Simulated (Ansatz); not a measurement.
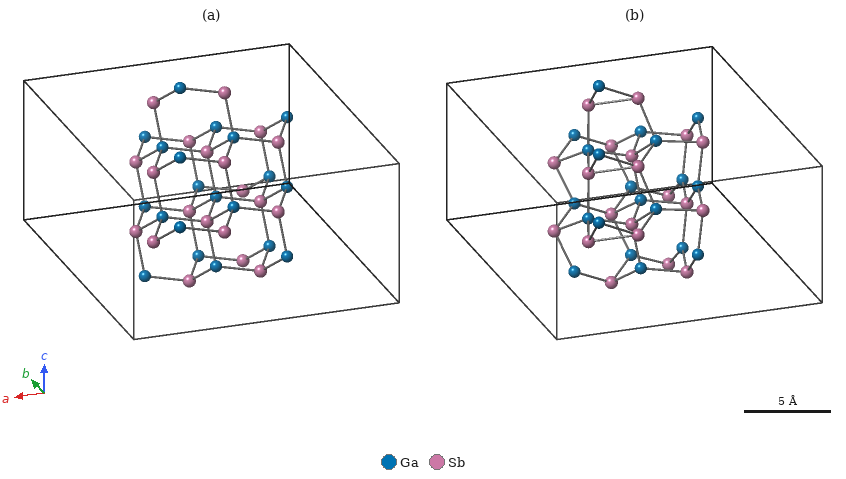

The structure of a wire of composition GaSb before (left) and after (right) a relaxation, at one scale.

A ball-and-stick model of the 2 repeat of the cell, with the vacuum cut short, seen from a free direction.

Case: wire along [1 1 0], 16 atoms a period.

Computed with DFT PBE, scalar-relativistic, plane waves, PAW (Ansatz).

The input:
```yaml
crystal:
  lattice:
    - [17.8, 0.0, 0.0]
    - [0.0, 20.2, 0.0]
    - [0.0, 0.0, 4.3938492984]
  atoms:
    - { symbol: Ga, position: [0.5, 0.7691639163, 0.0], spin: 0.3 }
    - { symbol: Ga, position: [0.5, 0.461548012, 0.0], spin: 0.3 }
    - { symbol: Sb, position: [0.5, 0.538451988, 0.5], spin: 0.3 }
    - { symbol: Sb, position: [0.5, 0.2308360837, 0.5], spin: 0.3 }
    - { symbol: Ga, position: [0.3765772669, 0.6153559641, 0.5], spin: 0.3 }
    - { symbol: Ga, position: [0.3765772669, 0.3077400598, 0.5], spin: 0.3 }
    - { symbol: Sb, position: [0.6234227331, 0.6922599402, 0.0], spin: 0.3 }
    - { symbol: Sb, position: [0.6234227331, 0.3846440359, 0.0], spin: 0.3 }
    - { symbol: Ga, position: [0.6234227331, 0.6153559641, 0.5], spin: 0.3 }
    - { symbol: Ga, position: [0.6234227331, 0.3077400598, 0.5], spin: 0.3 }
    - { symbol: Sb, position: [0.3765772669, 0.6922599402, 0.0], spin: 0.3 }
    - { symbol: Sb, position: [0.3765772669, 0.3846440359, 0.0], spin: 0.3 }
    - { symbol: Ga, position: [0.2531545338, 0.461548012, 0.0], spin: 0.3 }
    - { symbol: Ga, position: [0.7468454662, 0.461548012, 0.0], spin: 0.3 }
    - { symbol: Sb, position: [0.2531545338, 0.538451988, 0.5], spin: 0.3 }
    - { symbol: Sb, position: [0.7468454662, 0.538451988, 0.5], spin: 0.3 }
basis:
  ecutwfc: 420
kpoints:
  mp_grid: { grid: [1, 1, 12] }
hamiltonian:
  xc: pbe
scf:
  occupations: { method: gaussian, width: 0.05 }
  lower_state_search: "off"
output:
  forces: true
  stress: true
  eigenvalues: true
  populations: true
  write_density: true
  write_potential: true
  elf: true
  volumetric_format: npy
magnetization:
  spin_polarized: true
relax:
  adjacent_minimum: "off"
  f_tol: 0.02
  max_steps: 45
  cell: { fix: [a, b, alpha, beta, gamma], stress_tol: 0.03 }
```

Launched with:
```bash
ansatz run input.yaml --threads 4 --pin off --max-ram 11264MiB --backend cpu --events-out ev --progress --plain --runs-dir out
```

What changed between the two?

Answer. The run was cut off at its time limit before the relaxation converged, so the last structure is only a point on the way. The largest moves relative to the layer's centre, 0.76 Å, are those of Ga13 and Ga14. By element the largest moves are Ga 0.76 Å, Sb 0.70 Å. Along the periodic axis the drawn cell goes c 8.788 → 8.620 Å (−1.9 %). Near-neighbour distances that change, for instance: Sb7–Sb11 4.394 → 3.061 Å, Ga1–Sb11 2.691 → 2.913 Å, Sb4–Ga10 2.691 → 2.582 Å, Ga2–Sb12 2.691 → 2.745 Å. Bond angles that change, for instance: Sb7–Ga1–Sb11 109.5° → 63.4°, Ga6–Sb4–Ga10 109.5° → 75.8°, Ga9–Sb16–Ga14 109.5° → 86.1°. After 8 geometry steps the energy has fallen by 2.919 eV per cell of the calculation. The largest force component goes from 0.96 to 0.35 eV/Å. The program noted that the starting moments weren't kept. Cost: 39 min on 4 threads of Intel(R) Xeon(R) Platinum 8259CL CPU @ 2.50GHz (Skylake/Cascade Lake) (shared host), peak memory 5.3 GiB.
